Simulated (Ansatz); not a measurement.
## Electronic structure of Mg7O in real space

```cif
data_structure
_symmetry_space_group_name_H-M 'P 1'
_symmetry_Int_Tables_number 1
_cell_length_a 7.2024
_cell_length_b 7.2024
_cell_length_c 7.2024
_cell_angle_alpha 90.000
_cell_angle_beta 90.000
_cell_angle_gamma 90.000
_cell_volume 373.63
loop_
_atom_site_label
_atom_site_type_symbol
_atom_site_fract_x
_atom_site_fract_y
_atom_site_fract_z
_atom_site_occupancy
Mg1 Mg 0.50000 0.00000 0.00000 1
Mg2 Mg 0.00000 0.50000 0.50000 1
Mg3 Mg 0.00000 0.50000 0.00000 1
Mg4 Mg 0.50000 0.00000 0.50000 1
Mg5 Mg 0.00000 0.00000 0.50000 1
Mg6 Mg 0.50000 0.50000 0.00000 1
Mg7 Mg 0.16137 0.16137 0.16137 1
Mg8 Mg 0.66137 0.66137 0.66137 1
Mg9 Mg 0.33863 0.33863 0.66137 1
Mg10 Mg 0.83863 0.83863 0.16137 1
Mg11 Mg 0.33863 0.66137 0.33863 1
Mg12 Mg 0.83863 0.16137 0.83863 1
Mg13 Mg 0.66137 0.33863 0.33863 1
Mg14 Mg 0.16137 0.83863 0.83863 1
O1 O 0.00000 0.00000 0.00000 1
O2 O 0.50000 0.50000 0.50000 1
```

Space group I-43m; a structure generated by program, which may or may not match a known phase.

Theory: DFT PBE, scalar-relativistic, plane waves, PAW (Ansatz).

Core electrons are frozen (PAW), and the valence fields are smoothed inside the atomic spheres.

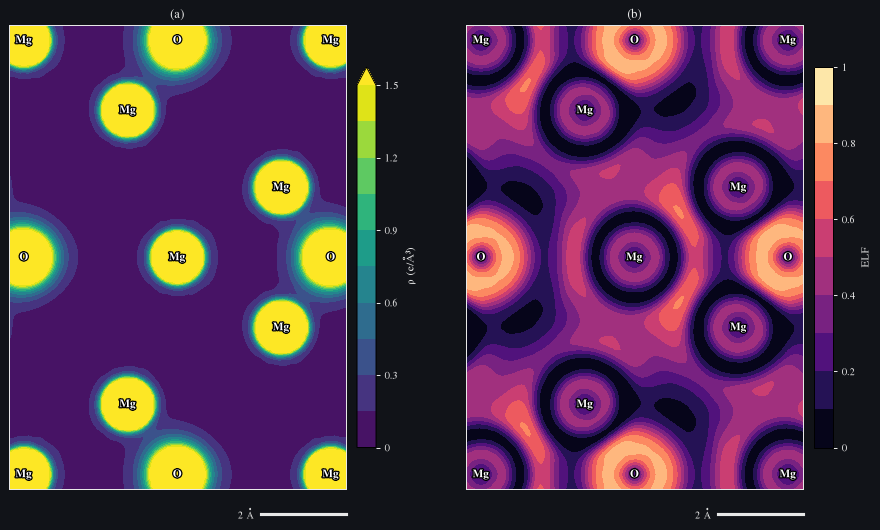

Figure 1. (a) valence charge density (pseudo); (b) ELF on the (101) plane of the conventional cell.

Q: Interpret the plot.

A:
- The section cuts through Mg and O sites.
- Mg–O (2.01 Å): the density is about 0.41 e/Å³ at the midpoint; the ELF peaks at about 0.85 in the valence shell of O, 0.7 Å from its nucleus, and is about 0.35 at the midpoint.
- Between the atoms the lowest density in this plane is 0.04 e/Å³.

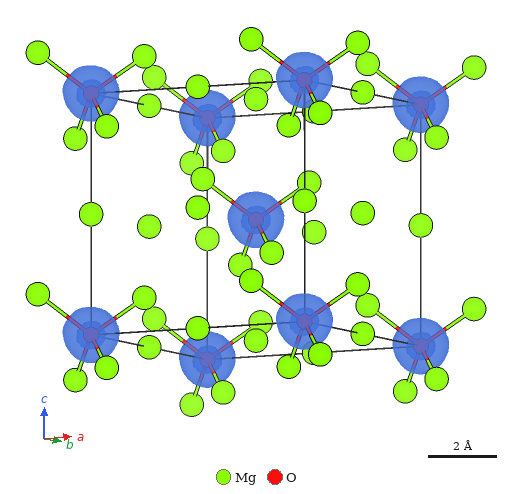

Figure 2. Isosurface of the electron localisation function at 0.75 (blue), seen at an oblique angle. Core shells and regions of very low density are left out. Sticks mark near contacts.

Q: Where are the electrons localised?

A: The surface consists of two regions wrapped around O (the valence shell of each), counted in one cell of 16 atoms. Any copies at cell faces, edges or corners count once.

Q: Metal or insulator at this level of theory?

A: It is metallic or semimetallic at this level of theory: no gap opens.
